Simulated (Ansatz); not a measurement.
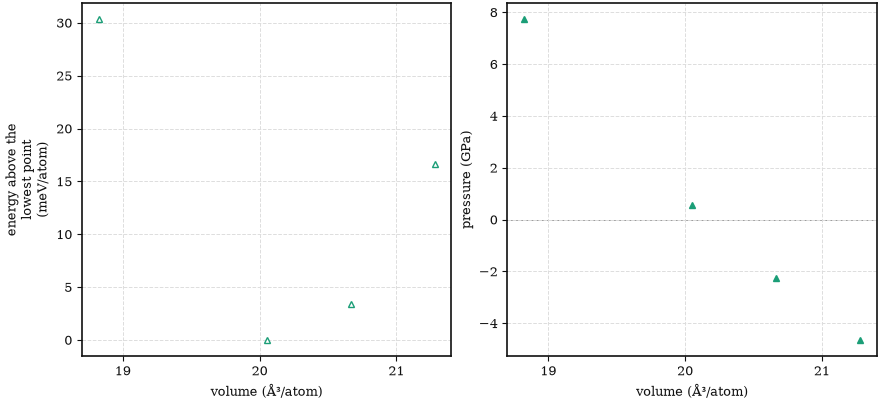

The plot gives the computed energy above the lowest point and pressure against volume for Si, space group Fd-3m (No. 227) (one of a set of cubic test structures, which need not be the stable phase).

Method: equation of state of a cubic crystal from periodic Kohn-Sham density functional theory without spin, third-order Birch-Murnaghan fit to the free energies; pressure corrected for the finite basis (Ansatz 0.2.0 development build). Level: r2SCAN.

```
                setting                   value
         structure type                 diamond
          atoms in cell                       2
     space group number                     227
       lattice centring  face-centred primitive
                 k mesh                11×11×11
      occupation method             Fermi–Dirac
       occupation width                  0.1 eV
            wave cutoff                  500 eV
               datasets              soft-1 PAW
      density tolerance                1e-07 eV
                  bands                       8
   density cutoff ratio                       4
search for lower states                 default
```

The point at volume 19.44 Å³/atom is left out of the plot. What does the calculation give there?

```
volume (Å³/atom)  energy above the lowest point (meV/atom)  pressure (GPa)
           19.44                                       8.3             3.9
```
